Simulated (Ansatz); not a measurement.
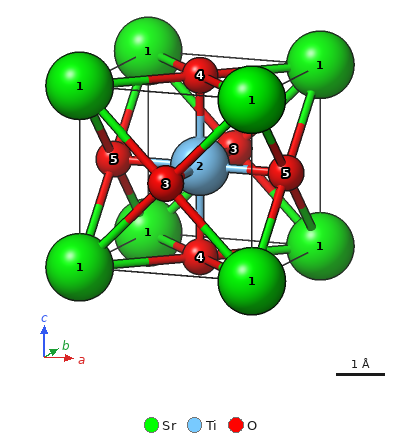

Fig. 1: The structure as given in the input (ball-and-stick view of the cell of the calculation, seen slightly off an axis; atoms are numbered from 1 in the order of the input). An atom can appear more than once, as a periodic image.

SrTiO3: geometry relaxation (part 1 of 2)

- system: SrTiO3 (Pm-3m, 5 atoms in the cell)
- method: DFT PBE, scalar-relativistic, plane waves, PAW, no spin polarisation (Ansatz 0.2.0)

The structure derives from a Materials Project entry. Figures and captions count atoms from 1; the log counts them from 0 in places.

**Input**
```yaml
crystal:
  lattice:
    - [3.91270131, 0.0, 0.0]
    - [0.0, 3.91270131, 0.0]
    - [0.0, 0.0, 3.91270131]
  atoms:
    - { symbol: Sr, position: [0.0, 0.0, 0.0] }
    - { symbol: Ti, position: [0.5, 0.5, 0.5] }
    - { symbol: O, position: [0.5, 0.0, 0.5] }
    - { symbol: O, position: [0.5, 0.5, 0.0] }
    - { symbol: O, position: [0.0, 0.5, 0.5] }
basis:
  ecutwfc: 420
kpoints:
  mp_grid: { grid: [8, 8, 8] }
hamiltonian:
  xc: pbe
scf:
  occupations: { method: gaussian, width: 0.02 }
output:
  forces: true
  stress: true
  eigenvalues: true
relax:
  adjacent_minimum: "off"
  f_tol: 0.005
  max_steps: 80
  cell: { stress_tol: 0.05 }
```

Command:
```bash
ansatz run input.yaml --threads 8 --pin off --max-ram 20480MiB --backend cpu --events-out ev --progress --plain --runs-dir out
```

**Log**
```
Engine: ansatz 0.2.0, aarch64-unknown-linux-gnu
Pseudopotentials: kind: paw
Pseudopotential: Sr, paw, valence charge 10, recommended cutoff 420 eV (normal), Sr.paw.azcp
Pseudopotential: Ti, paw, valence charge 12, recommended cutoff 420 eV (normal), Ti.paw.azcp
Pseudopotential: O, paw, valence charge 6, recommended cutoff 420 eV (normal), O.paw.azcp
Functional definition: PBE
  parameter kappa = 0.804
  parameter beta = 0.06672455060314922
  exchange = pbe_x(kappa = kappa, mu = beta*pi^2/3)
  correlation = pbe_c(beta = beta)
Crystal: 5 atoms, lattice volume = 59.900 Å³
Basis set: ecut = 420 eV, 1189 PW (Γ), exchange–correlation on 54×54×54 points (8 copies of the dense FFT grid, shifted against one another)
Bands: 25, of which v1, the nominal top of the filled ones, is band 20 counted from 1 (19 counted from 0)
Symmetry: 48 space group operations
Space group: Pm-3m (ITA 221), of the structure as read, at distance tolerance 3.9e-5 Å
k-points: 35 of 512
Non-local potential: Sr, projectors of the file, l = 0: 3, l = 1: 2, l = 2: 2
Non-local potential: Ti, projectors of the file, l = 0: 3, l = 1: 2, l = 2: 3, l = 3: 1
Non-local potential: O, projectors of the file, l = 0: 2, l = 1: 2, l = 2: 1
PAW form: soft (Blöchl's): semilocal exchange-correlation on the pseudo side does not see the compensation charge
PAW one-centre angular grid: Sr, 110 points (default); XC on 64 Gauss nodes
PAW one-centre angular grid: Ti, 590 points (default); XC on 64 Gauss nodes
PAW one-centre angular grid: O, 110 points (default); XC on 64 Gauss nodes
Initial density: superposition of atomic densities (neutral atoms: chi_scale 0, normalization atom), corrected by the library's trained network
Initial wavefunctions: pseudopotential atomic-orbital guess
Functional: x = pbe(κ = 0.804, μ = 0.2195149727645171), c = pbe(β = 0.06672455060314922)
SCF iter   1: F=—  HF=-7754.474628 eV  |F-HF|=—  |Δ(HF+E_count)|=         —  Δρ=2.00e-3  dr2=1.41e-3  ethr=1.77e-3  ⟨swp⟩=7.6  Hψ=4690  notcnv=0
preconditioner: auto → Resta (q_TF=auto, 2.551 Å⁻¹)  ε∞=5.6  [insulator: Δε(μ)=1.856 eV  Ē_g=12.212 eV  σ=0.020 eV  W_gap=1.00  n_scr=18 (ndim 8)  ℏωp=26.3 eV  f_vac=0.000  D(μ)=0.00/eV (n_scr^D=0)  ε∞_Penn≈5.6]
SCF iter   2: F=—  HF=-7754.477010 eV  |F-HF|=—  |Δ(HF+E_count)|=   2.38e-3  Δρ=9.35e-4  dr2=2.26e-4  ethr=3.51e-6  ⟨swp⟩=3.1  Hψ=1931  notcnv=0  defer=19
SCF iter   3: F=—  HF=-7754.477130 eV  |F-HF|=—  |Δ(HF+E_count)|=   1.20e-4  Δρ=2.13e-4  dr2=1.87e-5  ethr=5.64e-7  ⟨swp⟩=2.5  Hψ=1221  notcnv=0  defer=22
SCF iter   4: F=—  HF=-7754.476514 eV  |F-HF|=—  |Δ(HF+E_count)|=   6.15e-4  Δρ=6.28e-5  dr2=3.00e-6  ethr=4.66e-8  ⟨swp⟩=2.0  Hψ=1513  notcnv=0  defer=22
SCF iter   5: F=—  HF=-7754.476514 eV  |F-HF|=—  |Δ(HF+E_count)|=   2.65e-7  Δρ=2.35e-5  dr2=5.11e-7  ethr=7.50e-9  ⟨swp⟩=1.9  Hψ=893  notcnv=0  defer=22
SCF iter   6: F=-7754.476514 eV  HF=-7754.476514 eV  |F-HF|=3.12e-8  |Δ(HF+E_count)|=   7.33e-8  Δρ=5.42e-6  dr2=4.04e-8  ethr=2.50e-10  ⟨swp⟩=8.8  Hψ=3971  notcnv=0
SCF 1 converged in 6 iterations: F = -7754.476514 eV  dr2 = 4.04e-8
  greatest PAW one-centre occupation: 0.999 electrons in one spin orbital (limit 2), on the Ti atom at site 1 (counted from 0), in its partial waves of l = 0
relax step   1: F+E_penalty+E_count = -7754.47651406 eV  Δ(F+E_penalty+E_count) = +0.000e0 eV  max|allowed force component| = 6.208e-29 eV/Å  Δτ_max = 0.0000 Å  P = +3.221 GPa  Ω = 59.900 Å³  (6 SCF iters, dr2 threshold 1.00e-7 eV, accepted)
Crystal: 5 atoms, lattice volume = 60.876 Å³
Basis set: ecut = 420 eV, 1213 PW (Γ), exchange–correlation on 54×54×54 points (8 copies of the dense FFT grid, shifted against one another)
Initial density: handed on by an earlier stage of this run
Initial wavefunctions: those handed on with the density
iter 1 solved again at ethr=4.66e-6 eV; its pass at ethr=3.10e-3 eV (dr2=1.87e-3 eV) is discarded
SCF iter   1: F=—  HF=-7754.484401 eV  |F-HF|=—  |Δ(HF+E_count)|=         —  Δρ=2.09e-3  dr2=2.00e-3  ethr=4.66e-6  ⟨swp⟩=2.1  Hψ=4832  notcnv=0
preconditioner: auto → Resta (q_TF=auto, 2.544 Å⁻¹)  ε∞=5.6  [insulator: Δε(μ)=1.825 eV  Ē_g=12.106 eV  σ=0.020 eV  W_gap=1.00  n_scr=18 (ndim 8)  ℏωp=26.1 eV  f_vac=0.000  D(μ)=0.00/eV (n_scr^D=0)  ε∞_Penn≈5.6]
SCF iter   2: F=—  HF=-7754.484034 eV  |F-HF|=—  |Δ(HF+E_count)|=   3.67e-4  Δρ=6.68e-4  dr2=2.20e-4  ethr=4.66e-6  ⟨swp⟩=2.1  Hψ=1374  notcnv=0
SCF iter   3: F=—  HF=-7754.483400 eV  |F-HF|=—  |Δ(HF+E_count)|=   6.34e-4  Δρ=2.42e-4  dr2=3.12e-5  ethr=5.51e-7  ⟨swp⟩=2.1  Hψ=1340  notcnv=0
iter 4 did not close the SCF: its close was put off for the readings that it lacked (scf_convergence_deferred on its scf_iter line)
SCF iter   4: F=-7754.483408 eV  HF=-7754.483408 eV  |F-HF|=4.48e-7  |Δ(HF+E_count)|=   7.98e-6  Δρ=4.14e-5  dr2=4.41e-7  ethr=7.79e-8  ⟨swp⟩=2.9  Hψ=1716  notcnv=0
iter 5 did not close the SCF: its close was put off for the readings that it lacked (scf_convergence_deferred on its scf_iter line)
SCF iter   5: F=-7754.483409 eV  HF=-7754.483409 eV  |F-HF|=3.96e-8  |Δ(HF+E_count)|=   5.21e-7  Δρ=7.95e-6  dr2=3.36e-8  ethr=1.10e-9  ⟨swp⟩=2.0  Hψ=1341  notcnv=0
SCF iter   6: F=-7754.483409 eV  HF=-7754.483409 eV  |F-HF|=2.42e-9  |Δ(HF+E_count)|=   4.77e-8  Δρ=1.79e-6  dr2=2.32e-9  ethr=8.39e-11  ⟨swp⟩=2.3  Hψ=3028  notcnv=0
SCF 2 converged in 6 iterations: F = -7754.483409 eV  dr2 = 2.32e-9
relax step   2: F+E_penalty+E_count = -7754.48340860 eV  Δ(F+E_penalty+E_count) = -6.895e-3 eV  max|allowed force component| = 3.913e-29 eV/Å  Δτ_max = 0.0000 Å  P = +0.234 GPa  Ω = 60.876 Å³  energy of the carried Pulay correction = -3.507e-3 eV  (6 SCF iters, dr2 threshold 5.00e-7 eV, accepted)
Crystal: 5 atoms, lattice volume = 60.954 Å³
iter 1 solved again at ethr=2.97e-8 eV; its pass at ethr=3.10e-3 eV (dr2=1.19e-5 eV) is discarded
SCF iter   1: F=—  HF=-7754.483826 eV  |F-HF|=—  |Δ(HF+E_count)|=         —  Δρ=1.49e-4  dr2=9.78e-6  ethr=2.97e-8  ⟨swp⟩=2.0  Hψ=4555  notcnv=0
preconditioner: auto → Resta (q_TF=auto, 2.543 Å⁻¹)  ε∞=5.6  [insulator: Δε(μ)=1.840 eV  Ē_g=12.106 eV  σ=0.020 eV  W_gap=1.00  n_scr=18 (ndim 8)  ℏωp=26.1 eV  f_vac=0.000  D(μ)=0.00/eV (n_scr^D=0)  ε∞_Penn≈5.6]
SCF iter   2: F=—  HF=-7754.483190 eV  |F-HF|=—  |Δ(HF+E_count)|=   6.36e-4  Δρ=6.29e-5  dr2=1.94e-6  ethr=2.44e-8  ⟨swp⟩=2.0  Hψ=1575  notcnv=0
SCF iter   3: F=—  HF=-7754.483190 eV  |F-HF|=—  |Δ(HF+E_count)|=   1.02e-7  Δρ=1.67e-5  dr2=1.43e-7  ethr=4.85e-9  ⟨swp⟩=2.7  Hψ=1382  notcnv=0
iter 4 did not close the SCF: its close was put off for the readings that it lacked (scf_convergence_deferred on its scf_iter line)
SCF iter   4: F=-7754.483190 eV  HF=-7754.483190 eV  |F-HF|=2.22e-9  |Δ(HF+E_count)|=   4.51e-8  Δρ=5.26e-6  dr2=1.66e-8  ethr=3.58e-10  ⟨swp⟩=2.4  Hψ=1322  notcnv=0
iter 5 did not close the SCF: its close was put off for the readings that it lacked (scf_convergence_deferred on its scf_iter line)
SCF iter   5: F=-7754.483190 eV  HF=-7754.483190 eV  |F-HF|=1.64e-11  |Δ(HF+E_count)|=   8.75e-9  Δρ=1.40e-6  dr2=7.46e-10  ethr=4.15e-11  ⟨swp⟩=2.0  Hψ=1392  notcnv=0
SCF iter   6: F=-7754.483190 eV  HF=-7754.483190 eV  |F-HF|=1.82e-12  |Δ(HF+E_count)|=  3.06e-10  Δρ=3.37e-7  dr2=7.11e-11  ethr=1.86e-12  ⟨swp⟩=1.3  Hψ=2244  notcnv=0
SCF 3 converged in 6 iterations: F = -7754.483190 eV  dr2 = 7.11e-11
relax step   3: F+E_penalty+E_count = -7754.48318982 eV  Δ(F+E_penalty+E_count) = +2.188e-4 eV  max|allowed force component| = 4.838e-30 eV/Å  Δτ_max = 0.0000 Å  P = +0.006 GPa  Ω = 60.954 Å³  energy of the carried Pulay correction = -3.784e-3 eV  (6 SCF iters, dr2 threshold 1.37e-7 eV, accepted)
Initial wavefunctions: pseudopotential atomic-orbital guess (no wavefunctions were taken with the density)
iter 1 solved again at ethr=3.71e-7 eV; its pass at ethr=3.10e-3 eV (dr2=1.49e-4 eV) is discarded
SCF iter   1: F=—  HF=-7754.487684 eV  |F-HF|=—  |Δ(HF+E_count)|=         —  Δρ=2.90e-4  dr2=3.72e-6  ethr=3.71e-7  ⟨swp⟩=3.8  Hψ=7038  notcnv=0
preconditioner: auto → Resta (q_TF=auto, 2.543 Å⁻¹)  ε∞=5.6  [insulator: Δε(μ)=1.843 eV  Ē_g=12.106 eV  σ=0.020 eV  W_gap=1.00  n_scr=18 (ndim 8)  ℏωp=26.1 eV  f_vac=0.000  D(μ)=0.00/eV (n_scr^D=0)  ε∞_Penn≈5.6]
SCF iter   2: F=—  HF=-7754.487297 eV  |F-HF|=—  |Δ(HF+E_count)|=   3.88e-4  Δρ=1.42e-4  dr2=6.54e-7  ethr=9.31e-9  ⟨swp⟩=2.2  Hψ=1585  notcnv=0
SCF iter   3: F=—  HF=-7754.487382 eV  |F-HF|=—  |Δ(HF+E_count)|=   8.55e-5  Δρ=4.52e-5  dr2=8.50e-8  ethr=1.64e-9  ⟨swp⟩=2.9  Hψ=1467  notcnv=0
SCF iter   4: F=—  HF=-7754.487391 eV  |F-HF|=—  |Δ(HF+E_count)|=   8.83e-6  Δρ=1.42e-6  dr2=7.49e-10  ethr=2.12e-10  ⟨swp⟩=2.0  Hψ=1396  notcnv=0
SCF iter   5: F=—  HF=-7754.487391 eV  |F-HF|=—  |Δ(HF+E_count)|=   4.28e-9  Δρ=3.85e-7  dr2=1.17e-10  ethr=1.87e-12  ⟨swp⟩=2.6  Hψ=1439  notcnv=0
SCF iter   6: F=-7754.487391 eV  HF=-7754.487391 eV  |F-HF|=0.00e0  |Δ(HF+E_count)|=  3.64e-11  Δρ=1.17e-7  dr2=6.85e-12  ethr=1.00e-12  ⟨swp⟩=4.4  Hψ=3128  notcnv=0
SCF 4 converged in 6 iterations: F = -7754.487391 eV  dr2 = 6.85e-12
relax step   4: F+E_penalty+E_count = -7754.48739120 eV  Δ(F+E_penalty+E_count) = -4.201e-3 eV  max|allowed force component| = 5.382e-30 eV/Å  Δτ_max = 0.0000 Å  P = +0.125 GPa  Ω = 60.954 Å³  stress off target by 1.25e-1 GPa  SCF on the basis re-selected at this cell (its energy is not comparable with the rows above)  (6 SCF iters)
basis re-selected at this cell: Δ(F+E_penalty+E_count) = -4.201e-3 eV, ΔP = +0.119 GPa vs the last step (what re-selecting the basis moved, of the pressure what is left beyond the Pulay correction that the steps carried, after the strain that the cell walked since its last selection, with what the two solves' SCF thresholds leave and, on support functions, any second-order correction that the steps lacked; it is no measure of the basis error at this ecutwfc). This SCF's stress stands 1.25e-1 GPa from its target on what of the cell is left free (relax.cell.stress_tol is 5.00e-2 GPa) and its largest allowed force component is 5.38e-30 eV/Å (relax.f_tol is 5.00e-3 eV/Å): not within both, so this SCF does not close the relaxation
Crystal: 5 atoms, lattice volume = 60.997 Å³
iter 1 solved again at ethr=7.79e-9 eV; its pass at ethr=3.10e-3 eV (dr2=3.12e-6 eV) is discarded
SCF iter   1: F=—  HF=-7754.487900 eV  |F-HF|=—  |Δ(HF+E_count)|=         —  Δρ=7.75e-5  dr2=2.47e-6  ethr=7.79e-9  ⟨swp⟩=2.1  Hψ=4562  notcnv=0
preconditioner: auto → Resta (q_TF=auto, 2.543 Å⁻¹)  ε∞=5.6  [insulator: Δε(μ)=1.841 eV  Ē_g=12.101 eV  σ=0.020 eV  W_gap=1.00  n_scr=18 (ndim 8)  ℏωp=26.0 eV  f_vac=0.000  D(μ)=0.00/eV (n_scr^D=0)  ε∞_Penn≈5.6]
SCF iter   2: F=—  HF=-7754.487257 eV  |F-HF|=—  |Δ(HF+E_count)|=   6.43e-4  Δρ=3.93e-5  dr2=7.46e-7  ethr=6.19e-9  ⟨swp⟩=2.1  Hψ=1581  notcnv=0
SCF iter   3: F=—  HF=-7754.487257 eV  |F-HF|=—  |Δ(HF+E_count)|=   5.73e-8  Δρ=9.95e-6  dr2=4.91e-8  ethr=1.86e-9  ⟨swp⟩=2.2  Hψ=1228  notcnv=0
iter 4 did not close the SCF: its close was put off for the readings that it lacked (scf_convergence_deferred on its scf_iter line)
SCF iter   4: F=-7754.487257 eV  HF=-7754.487257 eV  |F-HF|=3.40e-9  |Δ(HF+E_count)|=   8.66e-9  Δρ=4.57e-6  dr2=1.29e-8  ethr=1.23e-10  ⟨swp⟩=2.2  Hψ=1310  notcnv=0
iter 5 did not close the SCF: its close was put off for the readings that it lacked (scf_convergence_deferred on its scf_iter line)
SCF iter   5: F=-7754.487257 eV  HF=-7754.487257 eV  |F-HF|=7.37e-11  |Δ(HF+E_count)|=   2.59e-9  Δρ=1.01e-6  dr2=2.96e-10  ethr=3.23e-11  ⟨swp⟩=2.3  Hψ=1413  notcnv=0
SCF iter   6: F=-7754.487257 eV  HF=-7754.487257 eV  |F-HF|=1.82e-12  |Δ(HF+E_count)|=  1.76e-10  Δρ=2.49e-7  dr2=3.22e-11  ethr=1.00e-12  ⟨swp⟩=1.9  Hψ=2362  notcnv=0
SCF 5 converged in 6 iterations: F = -7754.487257 eV  dr2 = 3.22e-11
relax step   5: F+E_penalty+E_count = -7754.48725703 eV  Δ(F+E_penalty+E_count) = +1.342e-4 eV  max|allowed force component| = 1.132e-29 eV/Å  Δτ_max = 0.0000 Å  P = +0.003 GPa  Ω = 60.997 Å³  energy of the carried Pulay correction = -1.513e-4 eV  (6 SCF iters, dr2 threshold 3.90e-8 eV, accepted)
iter 1 solved again at ethr=3.54e-7 eV; its pass at ethr=3.10e-3 eV (dr2=1.42e-4 eV) is discarded
SCF iter   1: F=—  HF=-7754.488122 eV  |F-HF|=—  |Δ(HF+E_count)|=         —  Δρ=3.50e-5  dr2=3.11e-7  ethr=3.54e-7  ⟨swp⟩=3.8  Hψ=7045  notcnv=0
preconditioner: auto → Resta (q_TF=auto, 2.543 Å⁻¹)  ε∞=5.6  [insulator: Δε(μ)=1.842 eV  Ē_g=12.101 eV  σ=0.020 eV  W_gap=1.00  n_scr=18 (ndim 8)  ℏωp=26.0 eV  f_vac=0.000  D(μ)=0.00/eV (n_scr^D=0)  ε∞_Penn≈5.6]
SCF iter   2: F=—  HF=-7754.487481 eV  |F-HF|=—  |Δ(HF+E_count)|=   6.41e-4  Δρ=1.50e-5  dr2=5.04e-8  ethr=7.77e-10  ⟨swp⟩=2.9  Hψ=1783  notcnv=0
SCF iter   3: F=—  HF=-7754.487481 eV  |F-HF|=—  |Δ(HF+E_count)|=   1.85e-7  Δρ=1.04e-5  dr2=2.34e-8  ethr=1.26e-10  ⟨swp⟩=1.0  Hψ=876  notcnv=0
SCF iter   4: F=—  HF=-7754.487481 eV  |F-HF|=—  |Δ(HF+E_count)|=   1.96e-7  Δρ=1.11e-6  dr2=5.67e-10  ethr=5.85e-11  ⟨swp⟩=1.3  Hψ=890  notcnv=0
SCF iter   5: F=—  HF=-7754.487481 eV  |F-HF|=—  |Δ(HF+E_count)|=   1.09e-9  Δρ=5.39e-7  dr2=1.30e-10  ethr=1.42e-12  ⟨swp⟩=2.1  Hψ=1128  notcnv=0
SCF iter   6: F=-7754.487481 eV  HF=-7754.487481 eV  |F-HF|=1.09e-11  |Δ(HF+E_count)|=  1.96e-10  Δρ=2.79e-7  dr2=2.91e-11  ethr=1.00e-12  ⟨swp⟩=4.5  Hψ=2984  notcnv=0
SCF 6 converged in 6 iterations: F = -7754.487481 eV  dr2 = 2.91e-11
relax step   6: F+E_penalty+E_count = -7754.48748118 eV  Δ(F+E_penalty+E_count) = -2.242e-4 eV  max|allowed force component| = 2.702e-30 eV/Å  Δτ_max = 0.0000 Å  P = +0.006 GPa  Ω = 60.997 Å³  stress off target by 5.54e-3 GPa  SCF on the basis re-selected at this cell (its energy is not comparable with the rows above)  (6 SCF iters)
```
